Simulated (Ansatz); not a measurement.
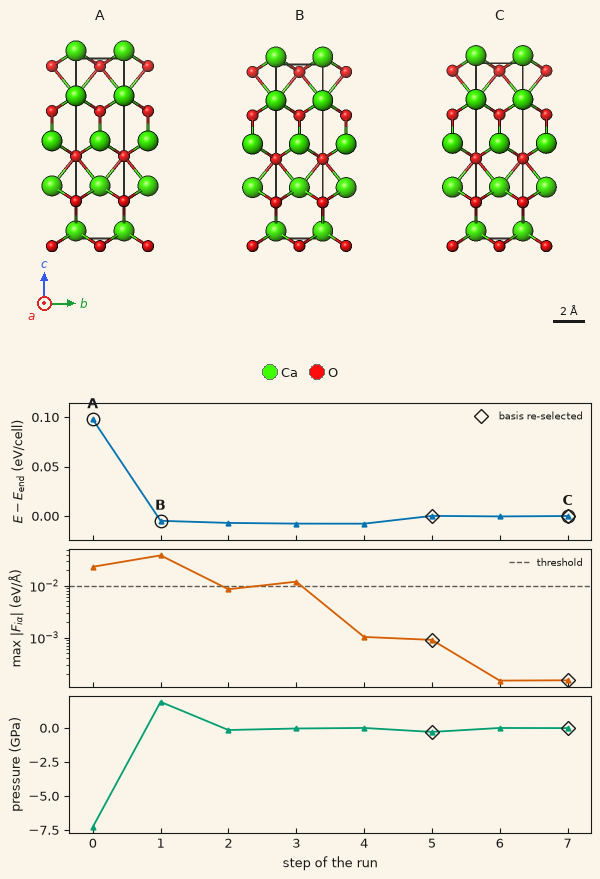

Frames of a relaxation of solid CaO (a generated structure, set up in I4_1md), marked on the history of the run. The picture is a ball-and-stick view of the conventional cell (2 times the calculation's cell), seen along the a axis. Lengths and directions refer to the drawn axes.

The run lets cell and atoms move.

Level of theory: Ansatz 0.2.0, Kohn-Sham DFT of a periodic cell, PBEsol with D3(BJ), Ansatz PAW.

Input
```yaml
crystal:
  lattice:
    - [-1.55296, 1.55296, 5.82128]
    - [1.55296, -1.55296, 5.82128]
    - [1.55296, 1.55296, -5.82128]
  atoms:
    - { symbol: Ca, position: [0.04236, 0.04236, 0.0] }
    - { symbol: Ca, position: [0.79236, 0.29236, 0.5] }
    - { symbol: O, position: [0.45764, 0.45764, 0.0] }
    - { symbol: O, position: [0.20764, 0.70764, 0.5] }
hamiltonian:
  xc: pbesol
  pseudopotentials: { kind: paw }
  dispersion: d3bj
kpoints:
  mp_grid: { grid: [9, 9, 9] }
scf:
  occupations: { method: fermi_dirac, width: 0.05 }
output:
  forces: true
  stress: true
  eigenvalues: true
relax:
  f_tol: 0.01
  max_steps: 40
  cell: { stress_tol: 0.05 }
```

Command:
```bash
ansatz run input.yaml --threads 2 --pin off --max-ram 5632MiB --backend cpu --events-out ev --progress --plain --runs-dir out
```

**Describe the path.**

The largest moves relative to the cell, 0.008 Å, are those of Ca and O atoms. Largest moves by element: O 0.008 Å, Ca 0.008 Å. Cell: a = b 3.106 → 3.032 Å (−2.4 %), c 11.643 → 11.337 Å (−2.6 %). Volume −7.2 %. Some distances before and after: Ca–Ca 3.299 → 3.214 Å, Ca–O 2.473 → 2.397 Å, Ca–Ca 3.106 → 3.032 Å, Ca–O 2.408 → 2.356 Å. The space group stays I4_1md (No. 109). Over 5 accepted moves (7 points after the start) the energy falls by 97.8 meV per cell of the calculation. The largest force component goes from 0.023 to 0.00015 eV/Å. Pressure: −7.28 GPa at the start and −0.01 GPa at the end. The SCF was repeated twice at an unchanged geometry on a basis and grid sized afresh for the cell, which shifted the energy by 7.9 meV per cell of the calculation at most. From step 0 to 1: volume −8.4 %, energy −0.103 eV per cell of the calculation. From step 1 to 7: volume +1.3 %, energy +4.8 meV per cell of the calculation.

```json
{"step": "0", "E − E(0), meV/atom": "0.00", "largest force component, eV/Å": "0.0233", "pressure, GPa": "-7.28", "volume, Å³/atom": "14.039", "note": ""}
{"step": "1", "E − E(0), meV/atom": "-25.66", "largest force component, eV/Å": "0.0387", "pressure, GPa": "1.92", "volume, Å³/atom": "12.857", "note": ""}
{"step": "2", "E − E(0), meV/atom": "-26.19", "largest force component, eV/Å": "0.0086", "pressure, GPa": "-0.15", "volume, Å³/atom": "13.083", "note": ""}
{"step": "3", "E − E(0), meV/atom": "-26.37", "largest force component, eV/Å": "0.0120", "pressure, GPa": "-0.04", "volume, Å³/atom": "13.063", "note": ""}
{"step": "4", "E − E(0), meV/atom": "-26.39", "largest force component, eV/Å": "0.0010", "pressure, GPa": "0.00", "volume, Å³/atom": "13.061", "note": ""}
{"step": "5", "E − E(0), meV/atom": "-24.42", "largest force component, eV/Å": "0.0009", "pressure, GPa": "-0.29", "volume, Å³/atom": "13.061", "note": "same geometry, new basis"}
{"step": "6", "E − E(0), meV/atom": "-24.55", "largest force component, eV/Å": "0.0001", "pressure, GPa": "0.00", "volume, Å³/atom": "13.028", "note": ""}
{"step": "7", "E − E(0), meV/atom": "-24.45", "largest force component, eV/Å": "0.0002", "pressure, GPa": "-0.01", "volume, Å³/atom": "13.028", "note": "same geometry, new basis"}
```
